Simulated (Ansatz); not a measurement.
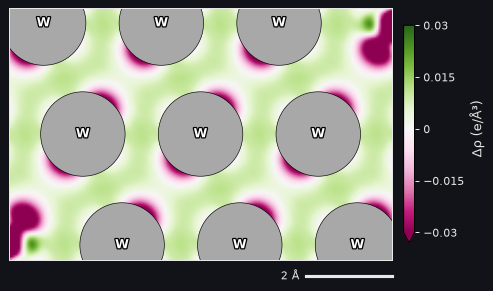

W. Difference of the valence pseudo-densities of two functionals at the same geometry, on the (100) plane of the calculation cell: r2SCAN50 less PBE0.

Both computed with Ansatz (plane waves, PAW), on the same k-point mesh. Grey discs cover the atomic cores.

```
CELL_PARAMETERS angstrom
-1.58234 1.58234 1.58234
1.58234 -1.58234 1.58234
1.58234 1.58234 -1.58234
ATOMIC_POSITIONS crystal
W 0.00000 0.00000 0.00000
```

What does the difference map show?

Against PBE0, r2SCAN50 gives a change of +0.011 e/Å³ at the midpoint of W–W.
